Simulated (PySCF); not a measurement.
C4H2O3···BrF

```yaml
atoms:
  - { symbol: O, position_ang: [-1.7719, -1.6392, -0.7494] }
  - { symbol: C, position_ang: [-0.8381, -0.9640, -0.4115] }
  - { symbol: C, position_ang: [-0.6267, 0.4994, -0.5654] }
  - { symbol: C, position_ang: [0.5639, 0.7893, -0.0455] }
  - { symbol: C, position_ang: [1.1641, -0.4736, 0.4664] }
  - { symbol: O, position_ang: [2.2038, -0.6698, 1.0001] }
  - { symbol: O, position_ang: [0.2472, -1.4823, 0.2065] }
  - { symbol: H, position_ang: [-1.3573, 1.1349, -1.0276] }
  - { symbol: H, position_ang: [1.0739, 1.7304, 0.0315] }
  - { symbol: Br, position_ang: [-3.6129, -0.5948, -1.9927] }
  - { symbol: F, position_ang: [-4.9468, 0.2517, -2.9388] }
```

Geometry: GFN2-xTB.

Level of theory: PySCF 2.14.0, PBE0-D3(BJ)/def2-SVPD, SCF density, gas phase.

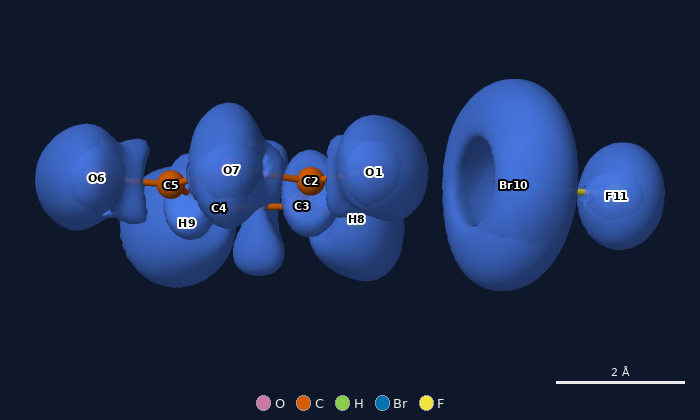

Figure 1. Isosurface of the ELF at 0.75 (blue), seen from one side. Only the valence region is drawn (cores and ρ < 0.01 e/Å³ removed).

Where are the electrons localised?

The surface consists of three regions between bonded C–C atoms (shared pairs), two regions around hydrogen nuclei, three regions on O in which the atom's valence shell and bonds are merged, one region wrapped around Br (its lone pairs, merged into a ring or cap) and one region wrapped around F (its lone pairs, merged into a ring or cap). Along the contacts the grid gives the following. Br10···O1 (2.45 Å): the ELF dips to about 0.10 between them. C–O (1.18 Å): the ELF peaks at about 0.85 between the atoms; a short, multiple covalent bond.

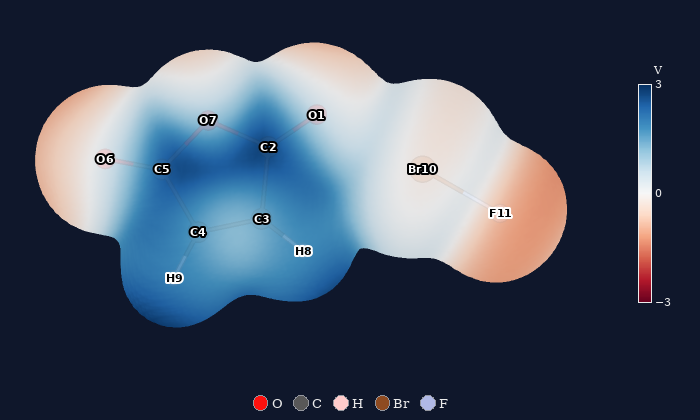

Figure 2. The electrostatic potential painted on the density surface at 0.004 e/bohr³, seen across its widest extent; red is negative and blue positive.

Describe the electrostatic potential map.

The most negative region (about −1.3 V, or −30 kcal/mol for a unit charge) lies over F11, the most positive (about +2.8 V, or +65 kcal/mol for a unit charge) over H9.

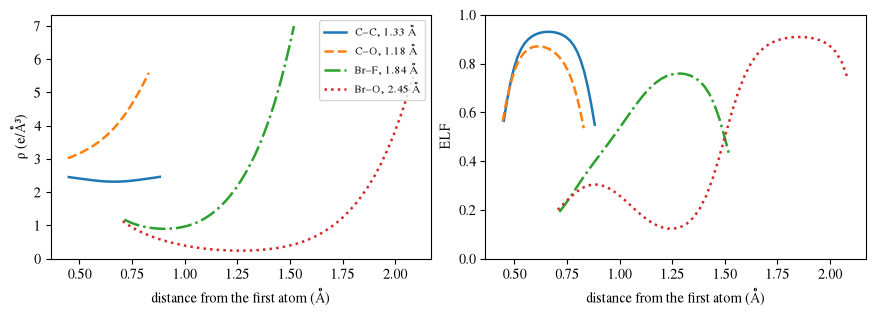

Figure 3. Total electron density and electron localisation function along straight lines between neighbouring atoms. The curves leave out the atomic cores.

What can be read from the curves?

C–C (1.33 Å): the density is about 2.3 e/Å³ at the midpoint; the ELF peaks at about 0.95 between the atoms (a short, multiple covalent bond).
C–O (1.18 Å): ρ at the midpoint is about 3.5 e/Å³; the ELF peaks at about 0.85 between the atoms (a multiple bond).
Br–F (1.84 Å): the density is about 0.9 e/Å³ at the midpoint; the ELF peaks at about 0.75 in the valence shell of F, 0.6 Å from its nucleus, and is about 0.45 at the midpoint.
Br10···O1 (2.45 Å): the density falls to about 0.24 e/Å³ on the way; the ELF dips to about 0.10 between them.
